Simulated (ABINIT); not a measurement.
# WC: phonon calculation (part 1 of 2)

WC (Fm-3m, 2 atoms in the cell), computed with Kohn-Sham DFT of a periodic cell, PBE, JTH PAW PBE v2.0, no spin polarisation (ABINIT 10.8.3).

The structure derives from a Materials Project entry.

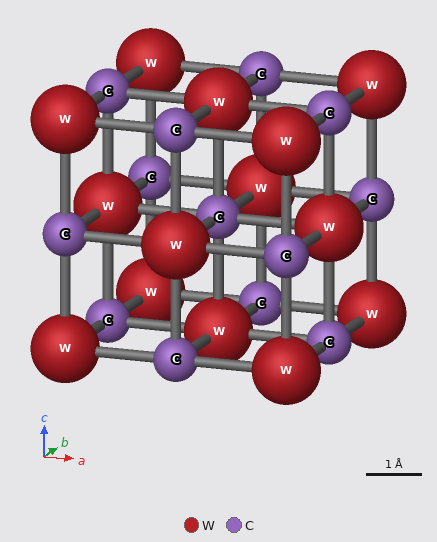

The structure as given in the input (ball-and-stick view of the cell 4 times as large as that of the calculation, set on its symmetry axes, seen slightly off an axis).

Input:
```
# Datasets
ndtset 2

# Pseudopotentials
pp_dirpath "./"
pseudos "W.GGA_PBE-JTH.xml, C.GGA_PBE-JTH.xml"

# Structure
acell 3*1.0 Angstrom
rprim
     0.0000000000     2.1926840000     2.1926840000
     2.1926840000     0.0000000000     2.1926840000
     2.1926840000     2.1926840000     0.0000000000
ntypat 2
znucl 74 6
natom 2
typat 1 2
xred
            0.0            0.0            0.0
            1/2            1/2            1/2

# Plane-wave basis
ecut 16.0
pawecutdg 32.0
pawxcdev 0

# k points
ngkpt 8 8 8
nshiftk 4
shiftk
     0.5000000000     0.5000000000     0.5000000000
     0.5000000000     0.0000000000     0.0000000000
     0.0000000000     0.5000000000     0.0000000000
     0.0000000000     0.0000000000     0.5000000000

# Exchange and correlation
ixc 11

# Bands and occupations
nband 17
occopt 3
tsmear 0.136 eV

# SCF cycle
nstep 80

# Output
prteig 0
prtebands 0
prtwf 0
prtden 0
prtpot 0

# Dataset 1: ground state
kptopt1 1
tolvrs1 1.0e-11
prtwf1 1
tolwfr1 1.0e-14
nbdbuf1 4
nline1 6

# Dataset 2: response at q = 0 to atomic displacements
rfphon2 1
rfatpol2 1 2
rfdir2 1 1 1
getwfk2 1
kptopt2 2
nqpt2 1
qpt2 0.0 0.0 0.0
tolvrs2 1.0e-8
```

File mrgddb.in:
```
merged_DDB
WC
2
runo_DS1_DDB
runo_DS2_DDB
```

File anaddb.abi:
```
ddb_filepath "merged_DDB"
output_file "anaddb.abo"
outdata_prefix "ana"
asr 1
chneut 0
dipdip 0
dieflag 0
enunit 0
eivec 1
nph1l 1
qph1l 0.0 0.0 0.0 1.0
```

Machine: 1 thread of Intel Xeon (Sapphire Rapids), 64 GiB of memory available, shared host.

Launch command:
```bash
abinit run.abi > log 2>&1
mrgddb < mrgddb.in > mrgddb.log 2>&1
anaddb anaddb.abi > anaddb.log 2>&1
```

Log:
```
.Version 10.8.3 of ABINIT
 DATASET    1 : space group Fm -3 m (#225); Bravais cF (face-center cubic)
================================================================================
 Values of the parameters that define the memory need for DATASET  1.
     intxc =       0    ionmov =       0      iscf =      17    lmnmax =      18
     lnmax =       6     mgfft =      24  mpssoang =       3    mqgrid =    3001
     natom =       2  nloc_mem =       2    nspden =       1   nspinor =       1
    nsppol =       1      nsym =      48    n1xccc =       1    ntypat =       2
    occopt =       3   xclevel =       2
       mpw =         446          nfft =       13824          nkpt =          60
 PAW method is used; the additional fine FFT grid is defined by:
   mgfftf=        30    nfftf =     27000
================================================================================
================================================================================

 DATASET    2 : space group Fm -3 m (#225); Bravais cF (face-center cubic)
================================================================================
 Values of the parameters that define the memory need for DATASET  2 (RF).
     intxc =       0      iscf =       7    lmnmax =      18     lnmax =       6
     mgfft =      24  mpssoang =       3    mqgrid =    3001     natom =       2
  nloc_mem =       2    nspden =       1   nspinor =       1    nsppol =       1
      nsym =      48    n1xccc =       1    ntypat =       2    occopt =       3
   xclevel =       2
      nfft =       13824          nkpt =        1024
================================================================================
================================================================================

--------------------------------------------------------------------------------
------------- Echo of variables that govern the present computation ------------
--------------------------------------------------------------------------------
 -outvars: echo values of preprocessed input variables --------
            acell      1.8897261259E+00  1.8897261259E+00  1.8897261259E+00 Bohr
              amu      1.83850000E+02  1.20110000E+01
             ecut      1.60000000E+01 Hartree
           getwfk1          0
           getwfk2          1
             iscf1         17
             iscf2          7
              ixc          11
           jdtset        1    2
                       outvar_i_n : Printing only first  50 k-points.
           kptopt1          1
           kptopt2          2
         kptrlatt        8   -8    8     -8    8    8     -8   -8    8
          kptrlen      6.62971559E+01
            natom           2
            nband1         17
            nband2         17
           nbdbuf1          4
           nbdbuf2          2
           ndtset           2
            ngfft          24      24      24
          ngfftdg          30      30      30
             nkpt1         60
             nkpt2       1024
            nline1          6
            nline2          4
             nqpt1          0
             nqpt2          1
            nstep          80
             nsym          48
           ntypat           2
                       prtocc : prtvol=0, do not print more k-points.
                       prtocc : prtvol=0, do not print more k-points.
           occopt           3
        optdriver1          0
        optdriver2          1
        pawecutdg      3.20000000E+01 Hartree
         pawxcdev           0
           prtden           0
        prtebands           0
           prteig           0
            prtwf1          1
            prtwf2          0
           rfphon1          0
           rfphon2          1
            rprim      0.0000000000E+00  2.1926840000E+00  2.1926840000E+00
                       2.1926840000E+00  0.0000000000E+00  2.1926840000E+00
                       2.1926840000E+00  2.1926840000E+00  0.0000000000E+00
           shiftk      5.00000000E-01  5.00000000E-01  5.00000000E-01
          spgroup         225
           tolvrs1     1.00000000E-11
           tolvrs2     1.00000000E-08
           tolwfr1     1.00000000E-14
           tolwfr2     0.00000000E+00
           tsmear      4.99790782E-03 Hartree
            typat      1  2
           useylm           1
                       outvars : Printing only first  50 k-points.
           xangst      0.0000000000E+00  0.0000000000E+00  0.0000000000E+00
                       2.1926840000E+00  2.1926840000E+00  2.1926840000E+00
            xcart      0.0000000000E+00  0.0000000000E+00  0.0000000000E+00
                       4.1435722407E+00  4.1435722407E+00  4.1435722407E+00
             xred      0.0000000000E+00  0.0000000000E+00  0.0000000000E+00
                       5.0000000000E-01  5.0000000000E-01  5.0000000000E-01
            znucl       74.00000    6.00000

================================================================================

 chkinp: Checking input parameters for consistency, jdtset=   1.

 chkinp: Checking input parameters for consistency, jdtset=   2.

================================================================================
== DATASET  1 ==================================================================

--- !DatasetInfo
iteration_state: {dtset: 1, }
dimensions: {natom: 2, nkpt: 60, mband: 17, nsppol: 1, nspinor: 1, nspden: 1, mpw: 446, }
cutoff_energies: {ecut:  16.0, pawecutdg:  32.0, }
electrons: {nelect:   1.80000000E+01, charge:   0.00000000E+00, occopt:   3.00000000E+00, tsmear:   4.99790782E-03, }
meta: {optdriver: 0, ionmov: 0, optcell: 0, iscf: 17, paral_kgb: 0, }
...

 Exchange-correlation functional for the present dataset will be:
  GGA: Perdew-Burke-Ernzerhof functional - ixc=11
  J.P.Perdew, K.Burke, M.Ernzerhof, PRL 77, 3865 (1996)

 Real(R)+Recip(G) space primitive vectors, cartesian coordinates (Bohr,Bohr^-1):
 R(1)=  0.0000000  4.1435722  4.1435722  G(1)= -0.1206688  0.1206688  0.1206688
 R(2)=  4.1435722  0.0000000  4.1435722  G(2)=  0.1206688 -0.1206688  0.1206688
 R(3)=  4.1435722  4.1435722  0.0000000  G(3)=  0.1206688  0.1206688 -0.1206688
 Unit cell volume ucvol=  1.4228357E+02 bohr^3
 Angles (23,13,12)=  6.00000000E+01  6.00000000E+01  6.00000000E+01 degrees

 Coarse grid specifications (used for wave-functions):

 getcut: wavevector=  0.0000  0.0000  0.0000  ngfft=  24  24  24
         ecut(hartree)=     16.000   => boxcut(ratio)=   2.27455

 getcut : COMMENT -
  Note that boxcut > 2.2 ; recall that boxcut=Gcut(box)/Gcut(sphere) = 2
  is sufficient for exact treatment of convolution.
  Such a large boxcut is a waste : you could raise ecut
  e.g. ecut=   20.694380 Hartrees makes boxcut=2

 Fine grid specifications (used for densities):

 getcut: wavevector=  0.0000  0.0000  0.0000  ngfft=  30  30  30
         ecut(hartree)=     32.000   => boxcut(ratio)=   2.01267

--- Pseudopotential description ------------------------------------------------
- pspini: atom type   1  psp file is ./W.GGA_PBE-JTH.xml
 Pseudopotential format is: paw10
 basis_size (lnmax)=  6 (lmn_size= 18), orbitals=   0   0   1   1   2   2
 Spheres core radius: rc_sph= 2.41188978
 Shapefunction is BESSEL type: shapef(r,l)=aa(1,l)*jl(q(1,l)*r)+aa(2,l)*jl(q(2,l)*r)
 Radius for shape functions =  2.10354610
 Compensation charge density is not taken into account in XC energy/potential

- pspini: atom type   2  psp file is ./C.GGA_PBE-JTH.xml
 Pseudopotential format is: paw10
 basis_size (lnmax)=  4 (lmn_size=  8), orbitals=   0   0   1   1
 Spheres core radius: rc_sph= 1.50736703
 Shapefunction is SIN type: shapef(r)=[sin(pi*r/rshp)/(pi*r/rshp)]**2
 Radius for shape functions =  1.30052589
 Compensation charge density is not taken into account in XC energy/potential

   9.26042540E+02                                ecore*ucvol(ha*bohr**3)
--------------------------------------------------------------------------------

================================================================================

--- !BeginCycle
iteration_state: {dtset: 1, }
solver: {iscf: 17, nstep: 80, nline: 6, wfoptalg: 10, }
tolerances: {tolwfr: 1.00E-14, tolvrs: 1.00E-11, }
...

     iter   Etot(hartree)      deltaE(h)  residm     nres2
 ETOT  1  -72.672248996537    -7.267E+01 6.491E+00 1.189E+01
 ETOT  2  -74.774724595884    -2.102E+00 4.576E-03 3.815E+00
 ETOT  3  -74.759762291427     1.496E-02 2.160E-03 8.342E-01
 ETOT  4  -74.757936710701     1.826E-03 1.442E-04 1.660E-01
 ETOT  5  -74.757282002790     6.547E-04 2.317E-04 3.929E-03
 ETOT  6  -74.757341139957    -5.914E-05 2.568E-06 2.827E-03
 ETOT  7  -74.757329532380     1.161E-05 4.092E-06 2.681E-06
 ETOT  8  -74.757330017609    -4.852E-07 6.894E-09 8.266E-06
 ETOT  9  -74.757330000642     1.697E-08 1.160E-09 3.434E-06
 ETOT 10  -74.757329985022     1.562E-08 2.922E-09 1.121E-07
 ETOT 11  -74.757329984815     2.070E-10 5.345E-11 2.320E-09
 ETOT 12  -74.757329984832    -1.772E-11 8.317E-13 1.288E-09
 ETOT 13  -74.757329984830     2.075E-12 4.570E-13 3.888E-10
 ETOT 14  -74.757329984829     1.833E-12 8.696E-13 2.025E-11
 ETOT 15  -74.757329984828     4.547E-13 9.977E-15 6.346E-12

 At SCF step   15  max residual=  9.98E-15 < tolwfr=  1.00E-14 AND nres2   =  6.35E-12 < tolvrs=  1.00E-11 =>converged.

 Cartesian components of stress tensor (hartree/bohr^3)
  sigma(1 1)=  4.34486064E-05  sigma(3 2)=  0.00000000E+00
  sigma(2 2)=  4.34486064E-05  sigma(3 1)=  0.00000000E+00
  sigma(3 3)=  4.34486064E-05  sigma(2 1)=  0.00000000E+00

--- !ResultsGS
iteration_state: {dtset: 1, }
comment   : Summary of ground state results
lattice_vectors:
- [  0.0000000,   4.1435722,   4.1435722, ]
- [  4.1435722,   0.0000000,   4.1435722, ]
- [  4.1435722,   4.1435722,   0.0000000, ]
lattice_lengths: [   5.85990,    5.85990,    5.85990, ]
lattice_angles: [ 60.000,  60.000,  60.000, ] # degrees, (23, 13, 12)
lattice_volume:   1.4228357E+02
convergence: {deltae:  4.547E-13, res2:  6.346E-12, residm:  9.977E-15, diffor: null, }
etotal    :  -7.47573300E+01
entropy   :   0.00000000E+00
fermie    :   4.14765630E-01
cartesian_stress_tensor: # hartree/bohr^3
- [  4.34486064E-05,   0.00000000E+00,   0.00000000E+00, ]
- [  0.00000000E+00,   4.34486064E-05,   0.00000000E+00, ]
- [  0.00000000E+00,   0.00000000E+00,   4.34486064E-05, ]
pressure_GPa:  -1.2783E+00
xred      :
- [  0.0000E+00,   0.0000E+00,   0.0000E+00,  W]
- [  5.0000E-01,   5.0000E-01,   5.0000E-01,  C]
cartesian_forces: # hartree/bohr
- [ -1.26921226E-31,  -3.77565781E-48,   1.26921226E-31, ]
- [  1.26921226E-31,   3.77565781E-48,  -1.26921226E-31, ]
force_length_stats: {min:   1.79493720E-31, max:   1.79493720E-31, mean:   1.79493720E-31, }
...

 Integrated electronic density in atomic spheres:
 ------------------------------------------------
 Atom  Sphere_radius  Integrated_density
    1        2.41189         11.76450318
    2        1.50737          2.48999649

================================================================================

 ----iterations are completed or convergence reached----

 Mean square residual over all n,k,spin=   48.037E-16; max=  99.766E-16
 reduced coordinates (array xred) for    2 atoms
       0.000000000000      0.000000000000      0.000000000000
       0.500000000000      0.500000000000      0.500000000000
 rms dE/dt=  6.0727E-31; max dE/dt=  1.0518E-30; dE/dt below (all hartree)
    1      -0.000000000000      0.000000000000      0.000000000000
    2       0.000000000000      0.000000000000      0.000000000000

 cartesian coordinates (angstrom) at end:
    1      0.00000000000000     0.00000000000000     0.00000000000000
    2      2.19268400000000     2.19268400000000     2.19268400000000

 cartesian forces (hartree/bohr) at end:
    1     -0.00000000000000    -0.00000000000000     0.00000000000000
    2      0.00000000000000     0.00000000000000    -0.00000000000000
 frms,max,avg= 1.0363075E-31 1.2692123E-31   0.000E+00  0.000E+00  0.000E+00 h/b

 cartesian forces (eV/Angstrom) at end:
    1     -0.00000000000000    -0.00000000000000     0.00000000000000
    2      0.00000000000000     0.00000000000000    -0.00000000000000
 frms,max,avg= 5.3289073E-30 6.5265519E-30   0.000E+00  0.000E+00  0.000E+00 e/A
 length scales=  1.889726125908  1.889726125908  1.889726125908 bohr
              =  1.000000000000  1.000000000000  1.000000000000 angstroms
 Fermi (or HOMO) energy (hartree) =   0.41477   Average Vxc (hartree)=  -0.49529
 Eigenvalues (hartree) for nkpt=  60  k points:
 kpt#   1, nband= 17, wtk=  0.01172, kpt= -0.0625 -0.1250  0.0000 (reduced coord)
  -2.35746   -1.03666   -1.03472   -1.03450   -0.15097    0.26890    0.28539    0.29541
   0.31788    0.36581    0.40318    0.43702    0.49019    0.68180    0.80979    1.15205
   1.16989
      occupation numbers for kpt#   1
   2.00000    2.00000    2.00000    2.00000    2.00000    2.00000    2.00000    2.00000
   2.00000    1.99989    1.82070    0.02301    0.00000    0.00000    0.00000    0.00000
   0.00000
 prteigrs : prtvol=0 or 1, do not print more k-points.
```
